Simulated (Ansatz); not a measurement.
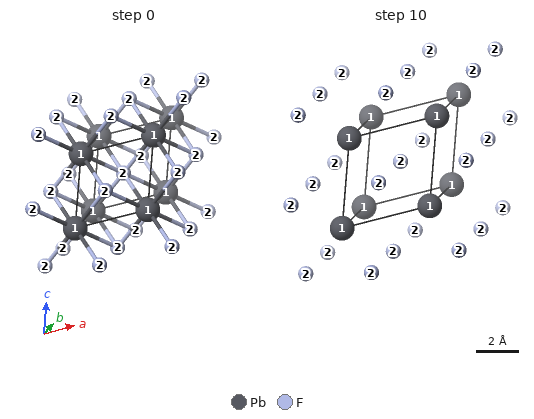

The structure of solid PbF (a generated structure, set up in R-3m) before (left) and after (right) a relaxation, at one scale.

Style: ball-and-stick. Shown: the cell of the calculation, slightly off an axis.

Theory: DFT PBE, scalar-relativistic, plane waves, PAW; settings changed in Ansatz 0.2.0.

Input file:
```yaml
crystal:
  lattice:
    - [2.1090362847, 1.2176526667, 2.681463241]
    - [-2.1090362847, 1.2176526667, 2.681463241]
    - [0.0, -2.4353053334, 2.681463241]
  atoms:
    - { symbol: Pb, position: [0.0, 0.0, 0.0] }
    - { symbol: F, position: [0.5, 0.5, 0.5] }
basis:
  ecutwfc: 420
kpoints:
  mp_grid: { grid: [18, 18, 18] }
hamiltonian:
  xc: pbe
scf:
  occupations: { method: gaussian, width: 5.0 }
  max_iter: 80
output:
  forces: true
  eigenvalues: true
  stress: true
relax:
  adjacent_minimum: "off"
  f_tol: 0.01
  max_steps: 80
  cell: { stress_tol: 0.05 }
```

Command:
```bash
ansatz run input.yaml --threads 1 --pin off --max-ram 2048MiB --backend cpu --events-out ev --progress --plain --runs-dir out
```

Q: Summarise the run.

A: The run was cut off at its time limit before the relaxation converged, so the last structure is only a point on the way. The input was poor on purpose: a smearing of electronvolts. Over 9 accepted moves (10 points after the start) the energy falls by 436 meV per atom. All forces vanish by symmetry, so only the cell relaxes. The pressure goes from 13.60 to 0.01 GPa. At 1 point the geometry stayed and the basis and grid were re-selected for the new cell (energy shift of 85.1 meV per atom at most each time). No atom moves by more than 0.005 Å relative to the cell. The drawn cell changes as follows: a = b = c 3.622 → 4.374 Å (+20.8 %), α 71.2° → 71.0°, β 71.2° → 71.0°, γ 71.2° → 71.0°; the volume changes by +75.6 %. Some distances before and after: Pb1–F2 2.780 → 3.353 Å. The space group stays R-3m (No. 166).
